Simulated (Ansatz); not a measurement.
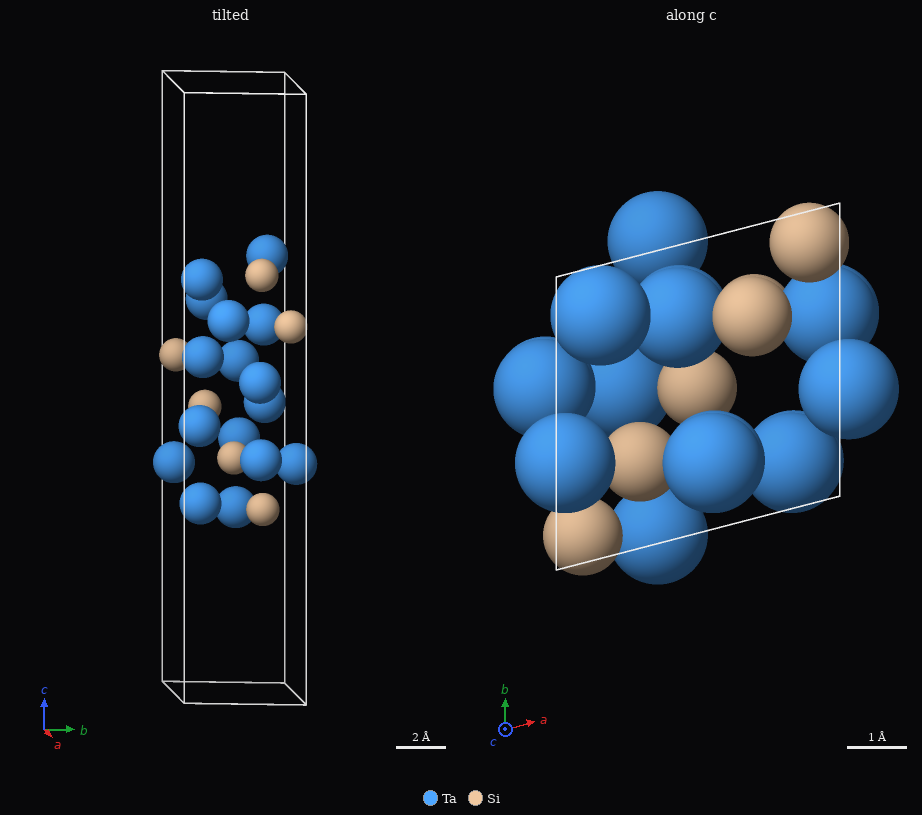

Spheres-only representation of a periodic structure, projected slightly off an axis and along the c axis. The edges of the simulation cell are marked.

What is this?

The material is Ta2Si. Cell content 12 Ta, 6 Si; Z = 6.

Origin of the cell: a structure listed in the Materials Project, from which a slab was cut. Earlier steps of the study, as a rule a relaxation of our own, may have changed the cell and positions, so they can lie some per cent off the listed ones. A calculation with Ansatz used it as input.

At this level of theory the run's own cell isn't at rest (forces up to 2.3 eV/Å), so its distances can differ from those at equilibrium, the more so the softer the solid.
